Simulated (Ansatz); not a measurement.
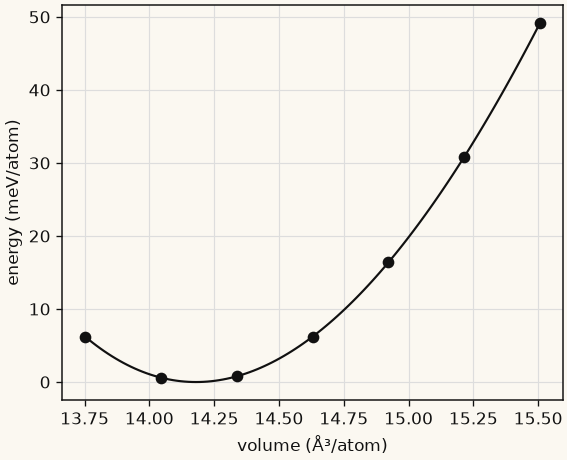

The plot gives the computed energy against volume for TiSi, space group Cmmm (No. 65).

Starting cell:
```
Ti Si
1.0
     1.81618   -2.11762    0.00000
     1.81618    2.11762    0.00000
     0.00000    0.00000    3.80393
Ti Si
1 1
Direct
  0.50000 0.50000 0.00000
  0.00000 0.00000 0.50000
```

Calculation (Ansatz 0.2.0): all-electron LAPW DFT, no spin polarisation; energies at scaled volumes of the given cell, shape and fractions fixed, counted from the fit's minimum, third-order Birch-Murnaghan fit. Level: PBEsol.

```csv
setting,value
k mesh,10×10×7
occupations,Fermi–Dirac
smearing width,0.05 eV
potentials,"all electron LAPW, scalar relativistic"
program settings,basis error eV/atom 0.0005
```

From this curve and the settings, what does the calculation give for the pressure at the same points?

The pressure falls from 4.75 GPa at volume 13.75 Å³/atom to −11.02 GPa at 15.51 Å³/atom, and changes sign near 14.18 Å³/atom.

```
volume (Å³/atom)  pressure (GPa)
           13.75            4.75
           14.04            1.44
           14.34           -1.58
           14.63           -4.32
           14.92           -6.79
           15.22           -9.02
           15.51          -11.02
```

Caveats: shape and atomic fractions are frozen while scaling, which makes layered, chain and framework solids too stiff.
